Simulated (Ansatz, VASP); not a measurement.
## Cross-check of BN between VASP and Ansatz

Wanted: the spread between two codes on one cell, functional and k mesh. The cell comes out of earlier VASP steps on this material, which relaxed, scaled or displaced it; both programs get it as it stands.

Main program and level: Ansatz 0.2.0; plane waves, with VASP 6.6.1 beside it; zone-centre phonons at LDA.

## 1. Set-up

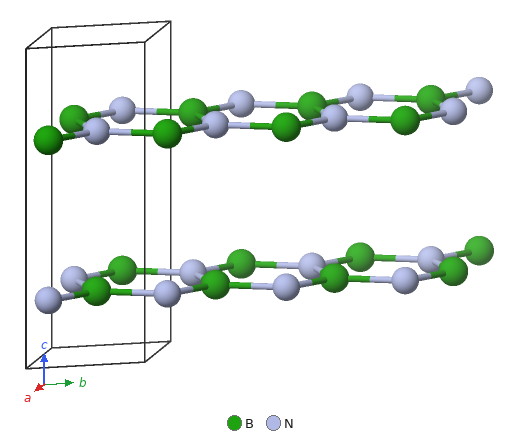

The cell as given, slightly off an axis (boron green, nitrogen light blue). 2×4×1 cells are drawn.

## 2. VASP: zone-centre phonons, LDA

Second derivatives magnify differences that forces hide, and they need a tight electronic threshold.

Lines of VASP's logs that name or quote its potential files are left out, and so is its time.

Contents of INCAR:

```
SYSTEM = BN
PREC = Accurate
ENCUT = 520
EDIFF = 1E-08
NELM = 100
ISMEAR = 0
SIGMA = 0.05
LREAL = .FALSE.
ALGO = Normal
GGA = CA
NBANDS = 14
LORBIT = 11
LWAVE = .FALSE.
LCHARG = .FALSE.
KPAR = 4
IBRION = 8
LEPSILON = .TRUE.
ISIF = 2
```

Contents of POSCAR:

```
BN
1.0
    2.4905852083      0.0000000000      0.0000000000
   -1.2452926041      2.1569100607      0.0000000000
    0.0000000000      0.0000000000      6.4663671138
B N
2 2
Direct
    0.3333333333      0.6666666667      0.2500000000
    0.6666666667      0.3333333333      0.7500000000
    0.3333333333      0.6666666667      0.7500000000
    0.6666666667      0.3333333333      0.2500000000
```

Contents of KPOINTS:

```
Automatic mesh
0
Gamma
9 9 3
0 0 0
```

Potentials, in the order of the species: B and N (LDA family, release 64).

Started as:

```console
$ mpirun -np 4 vasp_std
```

Numbers of over 12 decimals in the logs are rounded to 6 here.

Output:

```text
[banner, memory and clock lines left out]
running    4 mpi-ranks, on    1 nodes
 distrk:  each k-point on    1 cores,    4 groups
 distr:  one band on    1 cores,    1 groups

 POSCAR found type information on POSCAR B N
 POSCAR found :  2 types and       4 ions
 LDA part: xc-table for (Slater(with rela. corr.)+CA(PZ))
 , standard interpolation
 POSCAR, INCAR and KPOINTS ok, starting setup
 FFT: planning ... GRIDC
 FFT: planning ... GRID_SOFT
 FFT: planning ... GRID
 WAVECAR not read
 entering main loop
       N       E                     dE             d eps       ncg     rms          rms(c)
DAV:   1     0.504744195187E+02    0.50474E+02   -0.84602E+03   680   0.106E+03
DAV:   2    -0.391710517215E+02   -0.89645E+02   -0.82855E+02   922   0.234E+02
DAV:   3    -0.426003269112E+02   -0.34293E+01   -0.34100E+01   882   0.455E+01
DAV:   4    -0.426250420319E+02   -0.24715E-01   -0.24696E-01   780   0.438E+00
DAV:   5    -0.426253184245E+02   -0.27639E-03   -0.27633E-03   876   0.435E-01    0.111E+01
DAV:   6    -0.390665558268E+02    0.35588E+01   -0.70373E+00   762   0.207E+01    0.488E+00
DAV:   7    -0.387011093882E+02    0.36545E+00   -0.49079E-01   840   0.530E+00    0.298E+00
DAV:   8    -0.385850142246E+02    0.11610E+00   -0.30631E-01   828   0.391E+00    0.430E-01
DAV:   9    -0.385806387879E+02    0.43754E-02   -0.16299E-02   768   0.990E-01    0.180E-01
DAV:  10    -0.385806045905E+02    0.34197E-04   -0.67220E-04   822   0.214E-01    0.246E-02
DAV:  11    -0.385806166214E+02   -0.12031E-04   -0.31413E-05   810   0.484E-02    0.179E-02
DAV:  12    -0.385806161693E+02    0.45206E-06   -0.66977E-06   774   0.201E-02    0.114E-03
DAV:  13    -0.385806161589E+02    0.10390E-07   -0.31204E-07   852   0.410E-03    0.342E-04
DAV:  14    -0.385806161631E+02   -0.41950E-08   -0.27366E-09   552   0.455E-04
   1 F= -.38580616E+02 E0= -.38580616E+02  d E =-.365612E-14
 Linear response reoptimize wavefunctions to high precision
DAV:   1    -0.385806161630E+02    0.12915E-09   -0.25678E-10   576   0.148E-04
DAV:   2    -0.385806161630E+02    0.13642E-10   -0.25720E-11   408   0.446E-05
 Linear response G [H, r] |phi>, progress :
  Direction:   1
       N       E                     dE             d eps       ncg     rms
RMM:   1    -0.586471882079E+02   -0.58647E+02    0.40423E+01  1402   0.676E+01
RMM:   2    -0.573679724289E+02    0.12792E+01   -0.24752E+00  1116   0.128E+01
RMM:   3    -0.573923235997E+02   -0.24351E-01   -0.20126E-02  1215   0.104E+00
RMM:   4    -0.573930629070E+02   -0.73931E-03   -0.20226E-04  1238   0.121E-01
RMM:   5    -0.573930780107E+02   -0.15104E-04   -0.54586E-06  1239   0.174E-02
RMM:   6    -0.573930786434E+02   -0.63265E-06    0.10542E-07  1220   0.285E-03
RMM:   7    -0.573930786666E+02   -0.23263E-07    0.10355E-07  1117   0.882E-04
RMM:   8    -0.573930786688E+02   -0.21329E-08    0.66385E-08   885   0.586E-04
 Linear response G [H, r] |phi>, progress :
  Direction:   2
       N       E                     dE             d eps       ncg     rms
RMM:   1    -0.623452833546E+02   -0.62345E+02   -0.22979E+01  1345   0.643E+01
RMM:   2    -0.608940250625E+02    0.14513E+01   -0.18235E+00  1122   0.109E+01
RMM:   3    -0.609103671327E+02   -0.16342E-01   -0.16521E-02  1197   0.874E-01
RMM:   4    -0.609107711548E+02   -0.40402E-03   -0.17459E-04  1226   0.102E-01
RMM:   5    -0.609107788253E+02   -0.76704E-05   -0.42730E-06  1236   0.140E-02
RMM:   6    -0.609107792610E+02   -0.43571E-06   -0.79816E-07  1213   0.224E-03
RMM:   7    -0.609107792917E+02   -0.30665E-07   -0.98727E-07  1070   0.762E-04
RMM:   8    -0.609107792950E+02   -0.33266E-08   -0.11257E-06   842   0.564E-04
RMM:   9    -0.609107792968E+02   -0.18501E-08   -0.19260E-06   759   0.548E-04
RMM:  10    -0.609107792936E+02    0.32644E-08   -0.50909E-06   702   0.548E-04
RMM:  11    -0.609107792930E+02    0.58407E-09    0.51727E-06   685   0.549E-04
 Linear response G [H, r] |phi>, progress :
  Direction:   3
       N       E                     dE             d eps       ncg     rms
RMM:   1    -0.553929167583E+02   -0.55393E+02    0.10297E+02  1222   0.773E+01
RMM:   2    -0.586683036496E+02   -0.32754E+01   -0.17015E+00  1055   0.929E+00
RMM:   3    -0.586960226262E+02   -0.27719E-01   -0.39484E-02  1132   0.115E+00
RMM:   4    -0.586964514815E+02   -0.42886E-03   -0.60645E-04  1155   0.139E-01
RMM:   5    -0.586964615402E+02   -0.10059E-04   -0.14334E-05  1122   0.207E-02
RMM:   6    -0.586964617593E+02   -0.21910E-06   -0.49251E-07  1054   0.338E-03
RMM:   7    -0.586964617639E+02   -0.45373E-08   -0.70032E-08   930   0.666E-04
 Linear response to external field (no local field effect), progress :
  Direction:   1
       N       E                     dE             d eps       ncg     rms          rms(c)
RMM:   1    -0.425584063549E+00   -0.42558E+00   -0.19458E+00  1325   0.299E+00
RMM:   2    -0.435527532370E+00   -0.99435E-02   -0.30437E-03  1150   0.275E-01
[...]
RMM:   4    -0.215451454276E+00   -0.26449E-06   -0.25758E-07  1080   0.239E-03
RMM:   5    -0.215451457131E+00   -0.28546E-08   -0.53021E-09   900   0.260E-04
 change of polarisation eV/A/(eV/A) component  3 :    -0.031    -0.040     0.431
 dielectric tensor                  component  3 :    -0.163    -0.206     3.245
 Linear response to external field, progress :
  Direction:   1
[...]
RMM:   7    -0.194331857376E+00   -0.90410E-04   -0.72503E-07  1125   0.422E-03    0.981E-04
RMM:   8    -0.194335190419E+00   -0.33330E-05   -0.88339E-08  1097   0.149E-03    0.300E-04
RMM:   9    -0.194336514798E+00   -0.13244E-05   -0.59203E-09  1098   0.436E-04    0.228E-05
RMM:  10    -0.194335696700E+00    0.81810E-06   -0.19765E-10   787   0.666E-05    0.750E-06
 change of polarisation eV/A/(eV/A) component  3 :    -0.031    -0.039     0.362
 dielectric tensor                  component  3 :    -0.162    -0.205     2.884
 Linear response DOF=           4
 Linear response progress:
  Degree of freedom:   1/  4
       N       E                     dE             d eps       ncg     rms          rms(c)
RMM:   1    -0.565733396821E-01   -0.56573E-01   -0.70814E-02  5442   0.167E+00
RMM:   2    -0.422689940168E-01    0.14304E-01   -0.29418E-03  3759   0.350E-01    0.220E-01
RMM:   3    -0.417608528223E-01    0.50814E-03    0.39019E-04  3777   0.147E-01    0.120E-01
RMM:   4    -0.420841144664E-01   -0.32326E-03    0.29755E-04  3634   0.152E-01    0.136E-02
RMM:   5    -0.421604757931E-01   -0.76361E-04   -0.48443E-05  3957   0.184E-02    0.145E-03
RMM:   6    -0.421571262937E-01    0.33495E-05   -0.47684E-06  4020   0.165E-03    0.712E-04
RMM:   7    -0.421521137393E-01    0.50126E-05   -0.58879E-06  3877   0.976E-04    0.834E-05
RMM:   8    -0.421525968096E-01   -0.48307E-06   -0.98349E-08  4125   0.180E-04    0.358E-05
RMM:   9    -0.421525507072E-01    0.46102E-07   -0.15445E-07  4220   0.422E-05    0.669E-06
RMM:  10    -0.421524793470E-01    0.71360E-07    0.30375E-07  4290   0.187E-05    0.120E-06
RMM:  11    -0.421525402104E-01   -0.60863E-07    0.24639E-07  3651   0.957E-06    0.206E-07
RMM:  12    -0.421525339345E-01    0.62759E-08    0.32060E-07  2553   0.798E-06    0.126E-07
RMM:  13    -0.421524186633E-01    0.11527E-06    0.38895E-07  2111   0.780E-06    0.740E-08
 first order change of Fermi-energy  -0.31911E-04
 force on displaced ion       1 direction 1 : -42.646   0.007   0.000
 Born effective charge ion    1 direction 1 :   2.704   0.000   0.000
 Linear response progress:
  Degree of freedom:   2/  4
       N       E                     dE             d eps       ncg     rms          rms(c)
RMM:   1    -0.473349240816E-01   -0.47335E-01    0.42971E-02  1738   0.134E+00
RMM:   2    -0.476252272355E-01   -0.29030E-03   -0.56535E-04  1380   0.170E-01    0.146E-01
RMM:   3    -0.473754326858E-01    0.24979E-03   -0.52045E-05  1321   0.508E-02    0.865E-02
RMM:   4    -0.473110215338E-01    0.64411E-04   -0.64741E-05  1385   0.526E-02    0.761E-03
RMM:   5    -0.472509070474E-01    0.60114E-04   -0.54077E-06  1430   0.130E-02    0.165E-03
RMM:   6    -0.472412494206E-01    0.96576E-05   -0.89075E-08  1507   0.219E-03    0.580E-04
RMM:   7    -0.472393577067E-01    0.18917E-05   -0.90517E-09  1508   0.560E-04    0.162E-04
RMM:   8    -0.472392938116E-01    0.63895E-07   -0.82071E-09  1527   0.195E-04    0.339E-05
RMM:   9    -0.472394691169E-01   -0.17531E-06   -0.19963E-08  1530   0.471E-05    0.971E-06
RMM:  10    -0.472395548788E-01   -0.85762E-07   -0.10915E-09  1584   0.190E-05    0.196E-06
RMM:  11    -0.472395321706E-01    0.22708E-07   -0.36320E-09  1408   0.585E-06    0.490E-07
RMM:  12    -0.472395365050E-01   -0.43344E-08    0.20558E-10   973   0.376E-06    0.999E-08
 first order change of Fermi-energy   0.68829E-04
 force on displaced ion       1 direction 3 :  -0.000   0.000 -13.752
 Born effective charge ion    1 direction 3 :  -0.000   0.000   0.818
 Linear response progress:
  Degree of freedom:   3/  4
       N       E                     dE             d eps       ncg     rms          rms(c)
RMM:   1    -0.239179761400E+00   -0.23918E+00    0.13110E-01  4395   0.356E+00
RMM:   2    -0.229703562311E+00    0.94762E-02   -0.36913E-03  3789   0.517E-01    0.283E-01
RMM:   3    -0.230515339180E+00   -0.81178E-03   -0.10689E-03  3581   0.236E-01    0.151E-01
RMM:   4    -0.232869371195E+00   -0.23540E-02   -0.10448E-03  3361   0.226E-01    0.252E-02
RMM:   5    -0.232882309696E+00   -0.12939E-04   -0.58025E-06  4132   0.383E-02    0.152E-03
RMM:   6    -0.232888814666E+00   -0.65050E-05    0.21421E-06  4161   0.315E-03    0.886E-04
RMM:   7    -0.232883552036E+00    0.52626E-05    0.60130E-06  4093   0.737E-04    0.131E-04
RMM:   8    -0.232886231785E+00   -0.26797E-05   -0.13015E-06  3901   0.254E-04    0.220E-05
RMM:   9    -0.232886396280E+00   -0.16449E-06   -0.56599E-07  4298   0.693E-05    0.447E-06
RMM:  10    -0.232886312262E+00    0.84018E-07   -0.46392E-07  4225   0.263E-05    0.111E-06
RMM:  11    -0.232886339976E+00   -0.27714E-07   -0.50227E-07  3731   0.189E-05    0.370E-07
RMM:  12    -0.232886311001E+00    0.28975E-07   -0.49072E-07  2701   0.176E-05    0.193E-07
RMM:  13    -0.232886348651E+00   -0.37651E-07   -0.53650E-07  2328   0.173E-05    0.947E-08
 first order change of Fermi-energy   0.14566E-04
 force on displaced ion       3 direction 1 : -42.720   0.002   0.000
 Born effective charge ion    3 direction 1 :  -2.705   0.001   0.000
 Linear response progress:
  Degree of freedom:   4/  4
       N       E                     dE             d eps       ncg     rms          rms(c)
RMM:   1    -0.263525766008E+00   -0.26353E+00    0.14966E-01  1543   0.314E+00
RMM:   2    -0.263758557141E+00   -0.23279E-03   -0.13064E-03  1370   0.268E-01    0.196E-01
RMM:   3    -0.263917622409E+00   -0.15907E-03   -0.15624E-03  1282   0.236E-01    0.868E-02
RMM:   4    -0.264930721178E+00   -0.10131E-02   -0.69845E-04  1317   0.158E-01    0.144E-02
RMM:   5    -0.264952415612E+00   -0.21694E-04   -0.14509E-05  1454   0.245E-02    0.312E-03
RMM:   6    -0.264985302843E+00   -0.32887E-04   -0.86240E-07  1473   0.528E-03    0.108E-03
RMM:   7    -0.264968277350E+00    0.17025E-04   -0.11439E-07  1334   0.205E-03    0.136E-04
RMM:   8    -0.264967800244E+00    0.47711E-06    0.13260E-08  1555   0.321E-04    0.205E-05
RMM:   9    -0.264968156089E+00   -0.35584E-06    0.62004E-08  1410   0.414E-05    0.944E-06
RMM:  10    -0.264968194740E+00   -0.38651E-07   -0.13337E-09  1569   0.160E-05    0.106E-06
RMM:  11    -0.264968150957E+00    0.43783E-07    0.26941E-09  1256   0.675E-06    0.406E-07
RMM:  12    -0.264968190422E+00   -0.39465E-07    0.30530E-09   966   0.600E-06    0.476E-08
 first order change of Fermi-energy   0.18746E-04
 force on displaced ion       3 direction 3 :  -0.000   0.000 -13.969
 Born effective charge ion    3 direction 3 :   0.000   0.000  -0.819
 Born effective charges drift removed
 Linear response finished
```

(Part 1 of 3 ends here.)

[Lines on the potential files, build, host, timing and source positions are cut from VASP's logs without a mark.]

[Logs are printed without paths, hosts, clocks, repeated set-up lines and the standing remarks that a program may print on its own settings, such as how far it seeks lower states.]

[Hosts, paths, dates, database ids (printed as entryN), source tags and the programs' standing remarks are cut or masked in the printed files.]
